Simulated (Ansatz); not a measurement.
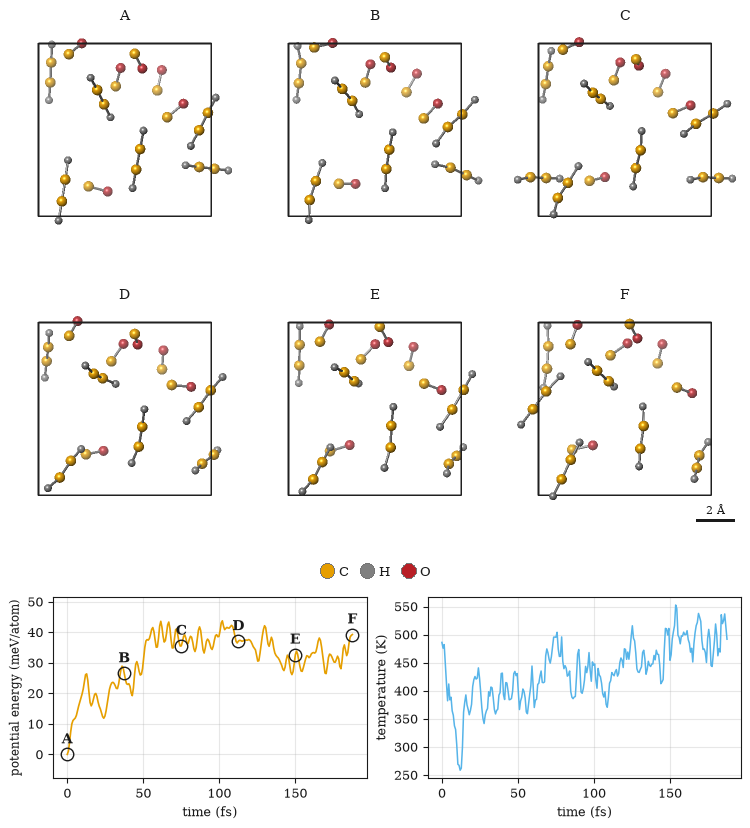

A Born-Oppenheimer molecular dynamics run of a periodic cell with 6 C2H2 + 6 CO at 0.701 g/cm³, 188 fs long. Frames (A at 0 fs, B at 38 fs, C at 75 fs, D at 112 fs, E at 150 fs, F at 188 fs) and the history of the run. The picture is a ball-and-stick view of the simulation cell, seen along the a axis. Atoms that leave the cell re-enter on the other side.

The calculation used DFT LDA, scalar-relativistic, plane waves, PAW in Ansatz. Run with plane-wave cutoff 420 eV; k-point mesh 1 × 1 × 1; Fermi-Dirac smearing 0.02 eV; low-accuracy preset; Langevin thermostat (NVT); set temperature 500 K; time step 0.75 fs; friction 0.02 per fs.

Question: Describe the run.

Answer: Over the second half the temperature averages 465 K (spread ±38 K). The potential energy is still drifting at the end, so the run hasn't reached equilibrium. The potential energy in the second half lies on average 34.5 meV per atom above the first frame. Root-mean-square distances from the starting positions over the second half, with the common drift of all atoms taken out: H 0.80 Å, O 0.67 Å, C 0.53 Å. The heavy atoms stay within a fraction of a molecule's size of their starting places; so short a run doesn't tell a liquid from a solid.

Limits of the set-up: the program's low-accuracy preset was used.
